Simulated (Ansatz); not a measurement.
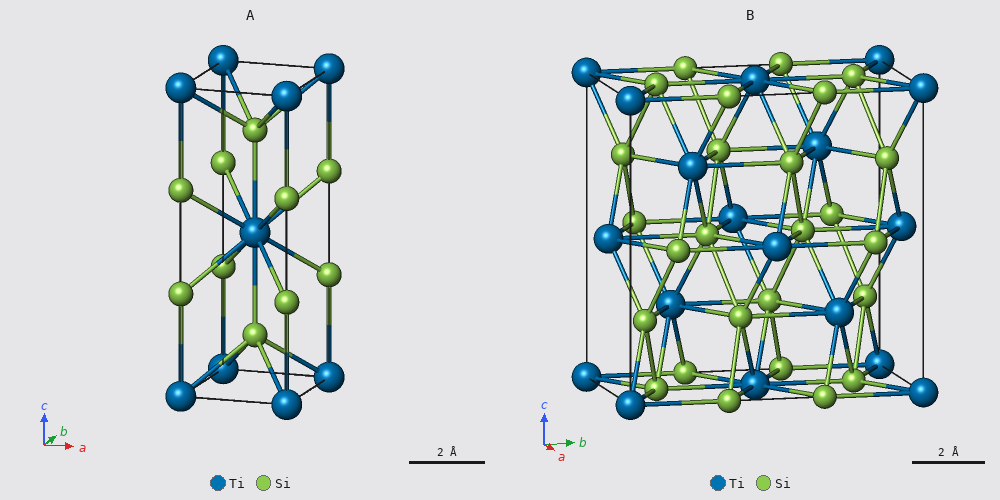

Two structures of TiSi2, each relaxed (cell and atoms) at zero pressure; conventional cells in solid outline, small ones repeated, each panel with its own scale. Alike in all runs: Ansatz 0.2.0; functional BLYP; potentials Ansatz PAW; cutoff 420 eV; occupations fermi-dirac, width 0.05 eV; no spin polarisation; no spin-orbit coupling. The k meshes have like spacings.

Give the type and space group of each panel.

A: 6 atoms a cell on a body-centred orthorhombic lattice, Immm; B: 24 atoms a cell on a face-centred orthorhombic lattice, Fddd.

Rank them by energy, lowest first.

B, then A (+181 meV/atom), static energies at zero smearing.

Collect the results in a table.

| panel | space group | E − E(lowest) (meV/atom) | volume (Å³/atom) |
| --- | --- | --- | --- |
| B | Fddd | 0 | 15.0 |
| A | Immm | 181 | 15.0 |

The starts are database entries or structure types tried for this composition, and the most stable form need not be among them.

Caveat: the plane-wave basis is chosen anew once the cell has moved, so the energies of steps on either side of that aren't comparable.
